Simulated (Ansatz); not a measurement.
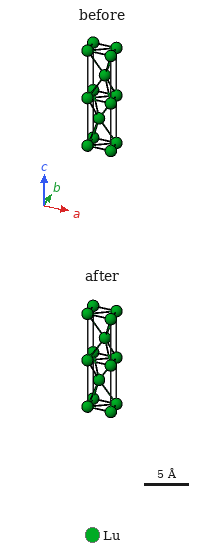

The structure of a crystal of Lu (built on the dhcp type) (coarse preliminary run) before (top) and after (bottom) a relaxation, at one scale.

The picture is a ball-and-stick view of the cell of the calculation, seen slightly off an axis.

All numbers below come from DFT PBE, scalar-relativistic, plane waves, PAW in Ansatz. Settings: plane-wave cutoff 420 eV; k-point mesh 6 × 6 × 2; occupations gaussian; smearing width 0.05 eV; no spin polarisation; cell and atoms relaxed; force threshold 0.03 eV/Å; at most 60 steps.

Q: Describe what moved and what it gained.

A: The atoms keep their places relative to the cell (all moves are under 0.005 Å). The volume changes by −2.4 %, with a = b 3.493 → 3.492 Å (0.0 %), c 11.238 → 10.974 Å (−2.3 %). Some distances before and after: Lu–Lu 3.458 → 3.405 Å. The space group stays P6_3/mmc (No. 194). The energy falls by 4.9 meV per atom in 3 accepted moves (4 points after the start). All forces vanish by symmetry, so only the cell relaxes. The pressure goes from −0.96 to −0.01 GPa. At 1 point the geometry stayed and the basis and grid were re-selected for the new cell (energy shift of 0.2 meV per atom at most each time). The run took about 40 core-seconds on a shared host.
